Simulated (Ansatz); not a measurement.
System: CoSi₂.

```
Co Si
1.0
     5.24666    0.00000    0.00000
     0.00000    5.24666    0.00000
     0.00000    0.00000    5.24666
Co Si
4 8
Direct
  0.00000 0.00000 0.00000
  0.50000 0.50000 0.00000
  0.50000 0.00000 0.50000
  0.00000 0.50000 0.50000
  0.75000 0.25000 0.25000
  0.25000 0.75000 0.25000
  0.25000 0.25000 0.75000
  0.75000 0.75000 0.75000
  0.25000 0.25000 0.25000
  0.75000 0.75000 0.25000
  0.75000 0.25000 0.75000
  0.25000 0.75000 0.75000
```

Space group Fm-3m; computed pressure about 8 GPa in this cell; the program warned that a starting moment wasn't kept; spin-polarised, but the moments vanished.

All numbers below come from Kohn-Sham DFT of a periodic cell, PBEsol, Ansatz PAW (Ansatz).

Predict the valence pseudo-density and electron localisation function between the atoms.

Co–Si (2.27 Å): the density is about 0.53 e/Å³ at the midpoint; the ELF peaks at about 0.75 in the valence shell of Si, 0.9 Å from its nucleus, and is about 0.50 at the midpoint.

Metal or insulator at this level of theory?

It is metallic or semimetallic at this level of theory: no gap opens.

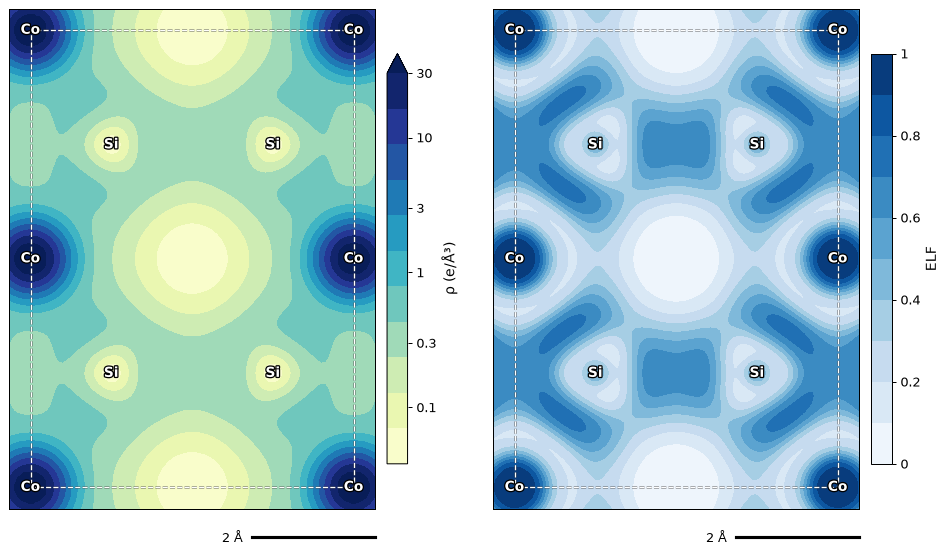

Computed valence pseudo-density and electron localisation function on the (101) plane of the conventional cell, in this order. 

In a PAW calculation such maps are meaningful between the atoms, not at the nuclei.
